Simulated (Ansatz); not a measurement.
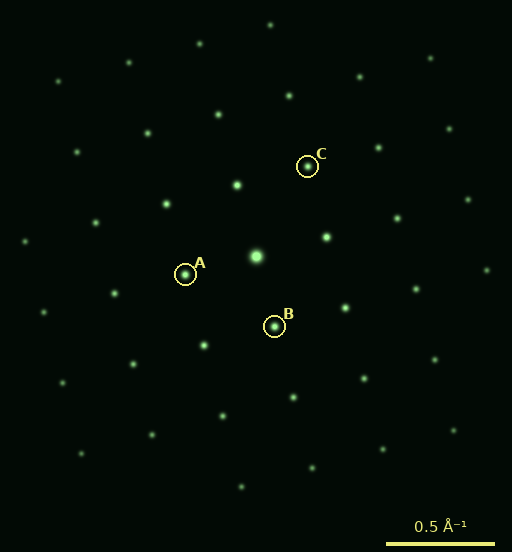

Kinematic zone-axis pattern, calculated for 300 keV electrons with B = 0.8 Å². The zone axis points towards the electron source and the pattern is seen from the source side.

Crystal: Hf, space group Pm-3m (No. 221), a = 2.940 Å. Structure: the end point of a relaxation with DFT, revPBE, plane waves (420 eV) with PAW, scalar-relativistic (Ansatz 0.2.0); the starting structure was generated, so it need not be a known form of this composition.

```
Hf
1.0
     2.94034    0.00000    0.00000
     0.00000    2.94034    0.00000
     0.00000    0.00000    2.94034
Hf
1
Cartesian
  0.0000 0.0000 0.0000
```

Spot A is indexed -1 0 0 and spot B 0 -1 0.

Give hkl for C.

Answer. C = −A − B = 1 1 0 (d = 2.079 Å).

Find the zone axis.

Answer. The cross product of A and B is parallel to [001]; every spot obeys hu + kv + lw = 0.

What are the spacings of A and B and the angle between them?

Answer. d(A) = 2.940 Å, d(B) = 2.940 Å, and the angle is 90.0°.
